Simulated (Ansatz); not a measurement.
**Zr: geometry relaxation (part 2 of 2)**

The same run, continued: Zr (slab, 16 atoms in the cell); DFT PBE+D3(BJ), scalar-relativistic, plane waves, PAW, no spin polarisation (Ansatz 0.2.0); cutoff 420 eV, 4×4×1 k-mesh, Gaussian smearing of 0.1 eV. The structure derives from an entry of the Crystallography Open Database. The input holds or restrains some coordinates. It belongs to a series of runs on one base structure; here: clean slab, lower planes held.

Geometry of the input (Å; fractional positions):
```
6.3710  0.0000  0.0000
-3.1855  5.5175  0.0000
0.0000  0.0000  23.6651
Zr 0.3333  0.1667  0.3381
Zr 0.3333  0.6667  0.3381
Zr 0.8333  0.1667  0.3381
Zr 0.8333  0.6667  0.3381
Zr 0.1667  0.3333  0.4460
Zr 0.1667  0.8333  0.4460
Zr 0.6667  0.3333  0.4460
Zr 0.6667  0.8333  0.4460
Zr 0.3333  0.1667  0.5540
Zr 0.3333  0.6667  0.5540
Zr 0.8333  0.1667  0.5540
Zr 0.8333  0.6667  0.5540
Zr 0.1667  0.3333  0.6619
Zr 0.1667  0.8333  0.6619
Zr 0.6667  0.3333  0.6619
Zr 0.6667  0.8333  0.6619
```

```
WARN: The output density's exchange-correlation potential varies sharply where the density is thin. Do not read a vacuum level from v_tot or v_xc, or from such a field of the output density. On a cell that repeats whose density bears no net charge and no dipole along the vacuum's axis use v_es (v_loc + v_h of the components); under efield.dipole_correction with no amplitude use v_es + v_field, which holds any external_charges[].barrier, or the levels of the report's work_function block, which leave it out; under a non-zero efield.amplitude the vacuum is tilted and has no level; on a cell that repeats and bears such a dipole with no correction it is tilted too, and efield.dipole_correction with no amplitude gives each side of its ramp a level where efield: is served; in a cell that repeats whose density bears a net charge (total_charge, or a fill off its count) it is curved and has none; of a slab under crystal.periodic whose density bears no net charge use v_es, which has a level on each side, short of where the two are joined; of another it falls or rises all the way out and has none; of a slab beside external_charges read slab_vacuum_level instead, which it has where they leave it neutral. The grid or the basis barely resolves most such structure, and the values can differ between equally converged runs; as a rule a tighter scf.convergence.dr2_threshold does not remove it. Where the density itself ripples (under the LDA too) a higher basis.ecutwfc lessens it. The files hold the spikes' plane waves up to the density's cutoff. Files: v_tot_of_output_density and the like, and their columns of v_z.tsv (output.write_potential); v_xc_of_output_density and the like, and their columns of v_comp_z.tsv (output.write_potential_components). Measured: with its Gaussian average of σ = 0.25 Å subtracted twice, the exchange-correlation potential is over 0.1 eV at 1210 of the grid points where the equally averaged density (valence and model cores) is under 1e-3 e/Å³, and 0.329 eV at the most among them, at an averaged density of 6.2e-8 e/Å³. The input density's (outcome.potential() and, of a run that writes arrays, v_tot and v_xc) is over 0.1 eV, so measured, at 3 points of its own thin density, 0.104 eV at the most. See output.write_potential in the manual, Limitations
SCF converged after 7 iterations
Free energy (F): -66940.672920 eV
Harris-Foulkes:  -66940.672920 eV  (|F-HF|=1.57e-8)
Internal energy: -66940.541537 eV  (E = F + TS)
E sigma→0 (E₀):  -66940.607229 eV
Entropy (-TS):   -0.131382 eV (-8.211 meV/atom)
Fermi energy:    4.004814 eV
Dipole field:    D = -0.000688 V/Å  (p = -0.003162 e·Å, saw-weighted, corrected)
Work function:   Φ+ = 4.2454 eV   Φ− = 4.2291 eV
Levels:          The Fermi level and band energies are counted from a zero that moves with the ramp; work functions are not
--- Per-component energies (eV) ---
  E_band       = -3452.667986
  E_kinetic    = 5318.280151
  E_local      = -134467.094800  (includes V_loc(G=0)·N_el)
  E_nonlocal   = 1295.688058
  E_hartree    = 64366.797150
  E_xc         = -2576.984134
  E_vxc        = -3042.065743  (∫ρ·V_xc dr)
  E_paw        = -47267.604131  (= ΣΔE_a)
  E_vpaw       = -1291.093891  (= ΣTr[D̂ρ^β])
  E_aug_tail   = 0.000398  (compensation charges beyond the density's cutoff)
  E_efield     = 0.000001  (sawtooth field / dipole correction)
  E_vefield    = 0.001466  (∫n·V_field dr)
  E_ewald      = 46396.919721
  E_disp       = -6.543951  (pairwise vdW)
  E_smearing   = -0.131382  (= −TS)
  E_closure    = -0.000000  (closes the sum)
  Σ components = -66940.672920   (vs F -66940.672920, Δ=0.00e0)
--- Forces (eV/Å), atoms counted from 1 ---
  atom   1  Zr    -0.00000000    -0.00000000     0.43920974
  atom   2  Zr    -0.00000000    -0.00000000     0.43920974
  atom   3  Zr    -0.00000000    -0.00000000     0.43920974
  atom   4  Zr    -0.00000000    -0.00000000     0.43920974
  atom   5  Zr     0.00000000     0.00000000    -0.44122691
  atom   6  Zr     0.00000000     0.00000000    -0.44122691
  atom   7  Zr     0.00000000     0.00000000    -0.44122691
  atom   8  Zr     0.00000000     0.00000000    -0.44122691
  atom   9  Zr     0.00000000    -0.00000000     0.00388926
  atom  10  Zr     0.00000000    -0.00000000     0.00388926
  atom  11  Zr     0.00000000    -0.00000000     0.00388926
  atom  12  Zr     0.00000000    -0.00000000     0.00388926
  atom  13  Zr    -0.00000000     0.00000000    -0.00185043
  atom  14  Zr    -0.00000000     0.00000000    -0.00185043
  atom  15  Zr    -0.00000000     0.00000000    -0.00185043
  atom  16  Zr    -0.00000000     0.00000000    -0.00185043
  max |Σ_I F_I| component: 8.67e-5 eV/Å
--- Band table (eV) ---
  k-point 0: bands = ["-44.9134", "-44.8665", "-44.8096", "-44.8096", "-44.8096", "-44.7571", "-44.7571", "-44.7571", "-44.5780", "-44.4935", "-44.4676", "-44.4676", "-44.4676", "-44.4158", "-44.4158", "-44.4158", "-23.2993", "-23.2993", "-23.2993", "-23.2752", "-23.2752", "-23.2752", "-23.2686", "-23.1694", "-23.1694", "-23.1694", "-23.1550", "-23.0828", "-23.0828", "-23.0828", "-22.8299", "-22.8299", "-22.8299", "-22.7494", "-22.7494", "-22.7494", "-22.6806", "-22.6806", "-22.6806", "-22.6552", "-22.6552", "-22.6552", "-22.6516", "-22.4933", "-22.4933", "-22.4789", "-22.4789", "-22.4789", "-22.4592", "-22.4592", "-22.3945", "-22.3945", "-22.3945", "-22.3735", "-22.3735", "-22.3735", "-22.2847", "-22.2847", "-22.2847", "-22.2758", "-22.2078", "-22.2078", "-22.1357", "-22.1357", "-1.2406", "-0.3776", "0.5306", "0.9359", "1.1870", "1.1870", "1.1870", "1.2843", "1.2843", "1.2843", "1.4806", "1.4806", "1.4806", "1.7189", "1.7189", "1.7189", "2.3192", "2.3192", "2.3192", "2.7039", "2.7039", "2.7039", "3.2066", "3.2066", "3.2066", "3.7795", "4.0635", "4.0922", "4.0922", "4.0922", "4.5809", "4.6786", "4.8442", "4.8442", "4.8492", "4.8492", "4.8492", "4.9206", "4.9206", "4.9712", "4.9712", "4.9712", "5.0773", "5.0773", "5.2329", "5.3914", "5.3914", "5.3914", "5.4317", "5.4317", "5.6227", "5.6227"]
  k-point 1: bands = ["-44.8983", "-44.8507", "-44.8250", "-44.8096", "-44.8096", "-44.7733", "-44.7571", "-44.7571", "-44.5624", "-44.4846", "-44.4817", "-44.4676", "-44.4676", "-44.4266", "-44.4158", "-44.4158", "-23.2396", "-23.2396", "-23.2303", "-23.2179", "-23.2179", "-23.2015", "-23.1741", "-23.1358", "-23.1260", "-23.1260", "-23.1141", "-23.0549", "-23.0549", "-23.0523", "-22.8273", "-22.8273", "-22.8192", "-22.7557", "-22.7557", "-22.7409", "-22.7409", "-22.7208", "-22.7033", "-22.7033", "-22.6978", "-22.6537", "-22.6272", "-22.6087", "-22.5502", "-22.5212", "-22.4918", "-22.4918", "-22.4886", "-22.4765", "-22.4508", "-22.4508", "-22.3681", "-22.3514", "-22.3514", "-22.3383", "-22.3372", "-22.3372", "-22.3351", "-22.2626", "-22.2557", "-22.2384", "-22.2364", "-22.1569", "-0.8045", "0.0438", "0.9599", "1.0926", "1.3278", "1.3607", "1.4786", "1.4786", "1.5770", "1.5770", "1.6361", "1.8591", "1.8591", "1.9036", "2.1148", "2.1148", "2.5110", "2.5110", "2.5220", "2.8488", "2.9185", "2.9185", "3.1911", "3.2959", "3.2959", "3.5502", "3.9390", "3.9918", "3.9918", "4.0888", "4.1514", "4.2767", "4.3527", "4.3527", "4.4595", "4.4940", "4.6040", "4.7116", "4.7116", "4.8548", "4.8548", "4.9538", "5.0188", "5.0773", "5.1213", "5.1394", "5.1772", "5.2076", "5.2076", "5.2775", "5.3434", "5.3434"]
  k-point 2: bands = ["-44.8618", "-44.8618", "-44.8122", "-44.8122", "-44.8097", "-44.8097", "-44.7572", "-44.7572", "-44.5242", "-44.5242", "-44.4677", "-44.4677", "-44.4537", "-44.4537", "-44.4157", "-44.4157", "-23.1509", "-23.1509", "-23.1492", "-23.1492", "-23.1428", "-23.1428", "-23.1031", "-23.1031", "-23.0522", "-23.0522", "-23.0369", "-23.0369", "-22.9189", "-22.9189", "-22.8964", "-22.8964", "-22.8875", "-22.8875", "-22.8420", "-22.8420", "-22.7376", "-22.7376", "-22.6750", "-22.6750", "-22.6647", "-22.6647", "-22.5879", "-22.5879", "-22.5874", "-22.5874", "-22.5630", "-22.5630", "-22.5586", "-22.5586", "-22.4699", "-22.4699", "-22.4199", "-22.4199", "-22.3922", "-22.3922", "-22.3408", "-22.3408", "-22.3033", "-22.3033", "-22.2857", "-22.2857", "-22.2094", "-22.2094", "0.2545", "0.2545", "0.9523", "0.9523", "1.7479", "1.7479", "1.9773", "1.9773", "2.0289", "2.0289", "2.0898", "2.0898", "2.1522", "2.1522", "2.7383", "2.7383", "2.9670", "2.9670", "2.9721", "2.9721", "3.1066", "3.1066", "3.3058", "3.3058", "3.3677", "3.3677", "3.3984", "3.3984", "3.6888", "3.6888", "3.7503", "3.7503", "3.8582", "3.8582", "4.0528", "4.0528", "4.2666", "4.2666", "4.3107", "4.3107", "4.3705", "4.3705", "4.6911", "4.6911", "4.8054", "4.8054", "4.8974", "4.8974", "4.9425", "4.9425", "5.4417", "5.4417"]
  k-point 3: bands = ["-44.8725", "-44.8358", "-44.8358", "-44.8235", "-44.7988", "-44.7848", "-44.7848", "-44.7457", "-44.5355", "-44.4964", "-44.4964", "-44.4619", "-44.4554", "-44.4344", "-44.4344", "-44.4083", "-23.1656", "-23.1574", "-23.1442", "-23.1212", "-23.1212", "-23.1085", "-23.1017", "-23.1017", "-23.0696", "-23.0333", "-23.0333", "-23.0229", "-23.0147", "-23.0147", "-22.9423", "-22.9313", "-22.8339", "-22.7985", "-22.7985", "-22.7926", "-22.7632", "-22.7010", "-22.6902", "-22.6902", "-22.6542", "-22.6542", "-22.6499", "-22.6187", "-22.6187", "-22.6142", "-22.5811", "-22.5531", "-22.5471", "-22.4800", "-22.4794", "-22.4794", "-22.4001", "-22.3831", "-22.3763", "-22.3763", "-22.3660", "-22.3098", "-22.3098", "-22.2894", "-22.2894", "-22.2864", "-22.2689", "-22.2138", "-0.0336", "0.7513", "1.0634", "1.0634", "1.5153", "1.5153", "1.6629", "2.0083", "2.0562", "2.0562", "2.0611", "2.1698", "2.4325", "2.4325", "2.6074", "2.7057", "2.7571", "2.8317", "2.8317", "3.0667", "3.0667", "3.1484", "3.1818", "3.1818", "3.2429", "3.3899", "3.4455", "3.5382", "3.6697", "3.6697", "3.8231", "3.8231", "3.8251", "3.9040", "3.9269", "3.9444", "4.2559", "4.2559", "4.3271", "4.3624", "4.3690", "4.5674", "4.6556", "4.6663", "4.6663", "4.6830", "4.8803", "4.8803", "5.0493", "5.3285", "5.3285", "5.5035"]
--- Relaxed structure (4 steps of the walk, 4 accepted, 0 SCFs on fresh bases) ---
  F+E_penalty+E_count = -66940.67291981 eV   max|allowed force component| = 3.889e-3 eV/Å
  atoms:
    - { symbol: Zr, position: [0.33333333333333337, 0.16666666666666663, 0.3380501393] }
    - { symbol: Zr, position: [0.33333333333333337, 0.6666666666666666, 0.3380501393] }
    - { symbol: Zr, position: [0.833333333333333, 0.16666666666666663, 0.3380501393] }
    - { symbol: Zr, position: [0.8333333333333331, 0.6666666666666666, 0.3380501393] }
    - { symbol: Zr, position: [0.16666666666666669, 0.33333333333333337, 0.4460167131] }
    - { symbol: Zr, position: [0.16666666666666669, 0.8333333333333334, 0.4460167131] }
    - { symbol: Zr, position: [0.6666666666666666, 0.33333333333333337, 0.4460167131] }
    - { symbol: Zr, position: [0.6666666666666666, 0.8333333333333333, 0.4460167131] }
    - { symbol: Zr, position: [0.33333333333333337, 0.16666666666666663, 0.5573293968413131] }
    - { symbol: Zr, position: [0.33333333333333337, 0.6666666666666666, 0.5573293968413131] }
    - { symbol: Zr, position: [0.833333333333333, 0.16666666666666663, 0.5573293968413131] }
    - { symbol: Zr, position: [0.8333333333333331, 0.6666666666666666, 0.5573293968413131] }
    - { symbol: Zr, position: [0.16666666666666669, 0.33333333333333337, 0.660477815896492] }
    - { symbol: Zr, position: [0.16666666666666669, 0.8333333333333334, 0.660477815896492] }
    - { symbol: Zr, position: [0.6666666666666666, 0.33333333333333337, 0.660477815896492] }
    - { symbol: Zr, position: [0.6666666666666666, 0.8333333333333333, 0.660477815896492] }
```

Trajectory as extended XYZ (Å, eV, eV/Å), 4 frames, from step=1 to step=4:
```
16
Lattice="6.3710 0.0000 0.0000 -3.1855 5.5175 0.0000 0.0000 0.0000 23.6651" Properties=species:S:1:pos:R:3:forces:R:3 step=1 energy=-66940.54668
Zr    1.5928    0.9196    8.0000    0.0000   0.0000   0.3715
Zr    0.0000    3.6783    8.0000    0.0000   0.0000   0.3715
Zr    4.7783    0.9196    8.0000    0.0000   0.0000   0.3715
Zr    3.1855    3.6783    8.0000    0.0000   0.0000   0.3715
Zr    0.0000    1.8392   10.5550    0.0000   0.0000  -0.5788
Zr   -1.5928    4.5979   10.5550    0.0000   0.0000  -0.5788
Zr    3.1855    1.8392   10.5550    0.0000   0.0000  -0.5788
Zr    1.5928    4.5979   10.5550    0.0000   0.0000  -0.5788
Zr    1.5928    0.9196   13.1101    0.0000   0.0000   0.5788
Zr    0.0000    3.6783   13.1101    0.0000   0.0000   0.5788
Zr    4.7783    0.9196   13.1101    0.0000   0.0000   0.5788
Zr    3.1855    3.6783   13.1101    0.0000   0.0000   0.5788
Zr    0.0000    1.8392   15.6651    0.0000   0.0000  -0.3715
Zr   -1.5928    4.5979   15.6651    0.0000   0.0000  -0.3715
Zr    3.1855    1.8392   15.6651    0.0000   0.0000  -0.3715
Zr    1.5928    4.5979   15.6651    0.0000   0.0000  -0.3715
16
Lattice="6.3710 0.0000 0.0000 -3.1855 5.5175 0.0000 0.0000 0.0000 23.6651" Properties=species:S:1:pos:R:3:forces:R:3 step=2 energy=-66940.58016
Zr    1.5928    0.9196    8.0000    0.0000   0.0000   0.4925
Zr    0.0000    3.6783    8.0000    0.0000   0.0000   0.4925
Zr    4.7783    0.9196    8.0000    0.0000   0.0000   0.4925
Zr    3.1855    3.6783    8.0000    0.0000   0.0000   0.4925
Zr    0.0000    1.8392   10.5550    0.0000   0.0000  -0.3365
Zr   -1.5928    4.5979   10.5550    0.0000   0.0000  -0.3365
Zr    3.1855    1.8392   10.5550    0.0000   0.0000  -0.3365
Zr    1.5928    4.5979   10.5550    0.0000   0.0000  -0.3365
Zr    1.5928    0.9196   13.2574    0.0000   0.0000  -0.5738
Zr    0.0000    3.6783   13.2574    0.0000   0.0000  -0.5738
Zr    4.7783    0.9196   13.2574    0.0000   0.0000  -0.5738
Zr    3.1855    3.6783   13.2574    0.0000   0.0000  -0.5738
Zr    0.0000    1.8392   15.6092    0.0000   0.0000   0.4180
Zr   -1.5928    4.5979   15.6092    0.0000   0.0000   0.4180
Zr    3.1855    1.8392   15.6092    0.0000   0.0000   0.4180
Zr    1.5928    4.5979   15.6092    0.0000   0.0000   0.4180
16
Lattice="6.3710 0.0000 0.0000 -3.1855 5.5175 0.0000 0.0000 0.0000 23.6651" Properties=species:S:1:pos:R:3:forces:R:3 step=3 energy=-66940.67228
Zr    1.5928    0.9196    8.0000    0.0000   0.0000   0.4376
Zr    0.0000    3.6783    8.0000    0.0000   0.0000   0.4376
Zr    4.7783    0.9196    8.0000    0.0000   0.0000   0.4376
Zr    3.1855    3.6783    8.0000    0.0000   0.0000   0.4376
Zr    0.0000    1.8392   10.5550    0.0000   0.0000  -0.4376
Zr   -1.5928    4.5979   10.5550    0.0000   0.0000  -0.4376
Zr    3.1855    1.8392   10.5550    0.0000   0.0000  -0.4376
Zr    1.5928    4.5979   10.5550    0.0000   0.0000  -0.4376
Zr    1.5928    0.9196   13.1888    0.0000   0.0000   0.0368
Zr    0.0000    3.6783   13.1888    0.0000   0.0000   0.0368
Zr    4.7783    0.9196   13.1888    0.0000   0.0000   0.0368
Zr    3.1855    3.6783   13.1888    0.0000   0.0000   0.0368
Zr    0.0000    1.8392   15.6379    0.0000   0.0000  -0.0367
Zr   -1.5928    4.5979   15.6379    0.0000   0.0000  -0.0367
Zr    3.1855    1.8392   15.6379    0.0000   0.0000  -0.0367
Zr    1.5928    4.5979   15.6379    0.0000   0.0000  -0.0367
16
Lattice="6.3710 0.0000 0.0000 -3.1855 5.5175 0.0000 0.0000 0.0000 23.6651" Properties=species:S:1:pos:R:3:forces:R:3 step=4 energy=-66940.67292
Zr    1.5928    0.9196    8.0000    0.0000   0.0000   0.4392
Zr    0.0000    3.6783    8.0000    0.0000   0.0000   0.4392
Zr    4.7783    0.9196    8.0000    0.0000   0.0000   0.4392
Zr    3.1855    3.6783    8.0000    0.0000   0.0000   0.4392
Zr    0.0000    1.8392   10.5550    0.0000   0.0000  -0.4412
Zr   -1.5928    4.5979   10.5550    0.0000   0.0000  -0.4412
Zr    3.1855    1.8392   10.5550    0.0000   0.0000  -0.4412
Zr    1.5928    4.5979   10.5550    0.0000   0.0000  -0.4412
Zr    1.5928    0.9196   13.1893    0.0000   0.0000   0.0039
Zr    0.0000    3.6783   13.1893    0.0000   0.0000   0.0039
Zr    4.7783    0.9196   13.1893    0.0000   0.0000   0.0039
Zr    3.1855    3.6783   13.1893    0.0000   0.0000   0.0039
Zr    0.0000    1.8392   15.6303    0.0000   0.0000  -0.0019
Zr   -1.5928    4.5979   15.6303    0.0000   0.0000  -0.0019
Zr    3.1855    1.8392   15.6303    0.0000   0.0000  -0.0019
Zr    1.5928    4.5979   15.6303    0.0000   0.0000  -0.0019
```

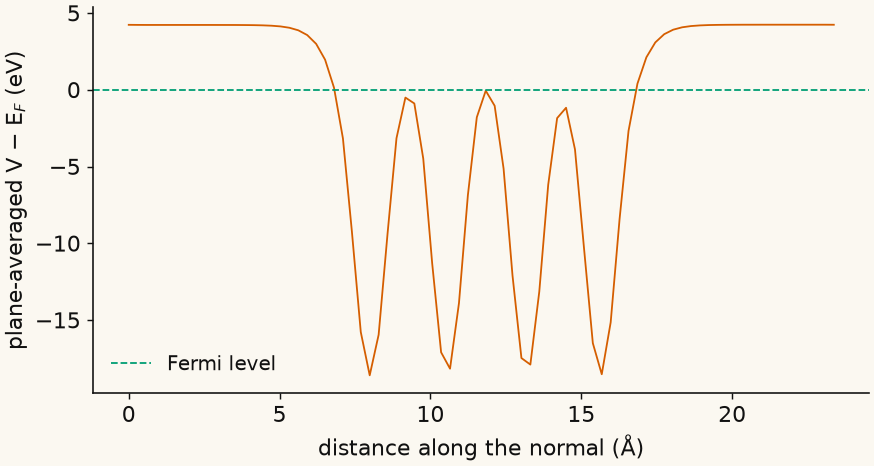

Figure 1. Plane average of the electrostatic potential energy of an electron across the cell, from the Fermi level. The vacuum level lies 4.25 eV above the Fermi level.

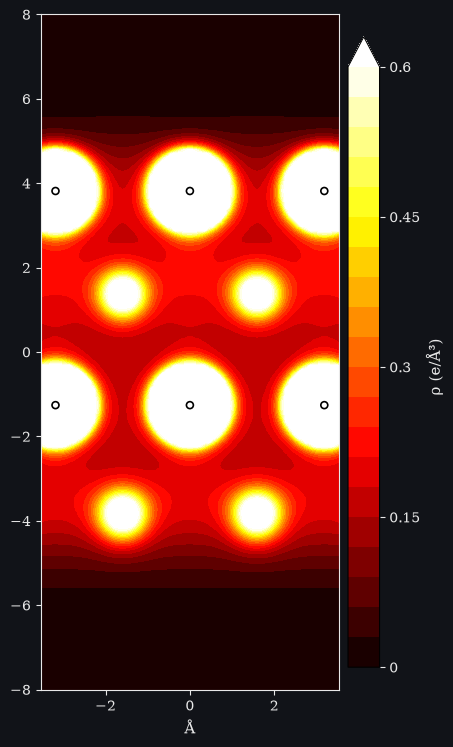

Figure 2. Valence pseudo-density on the (100) plane of the calculation cell, a cut from vacuum to vacuum. Circles mark the nuclei in the plane (Zr). Zr–Zr (3.19 Å): ρ is about 0.17 e/Å³ halfway. The density dies away to nearly zero in the vacuum. Core electrons are frozen (PAW), so the fields are smoothed inside the atomic spheres.
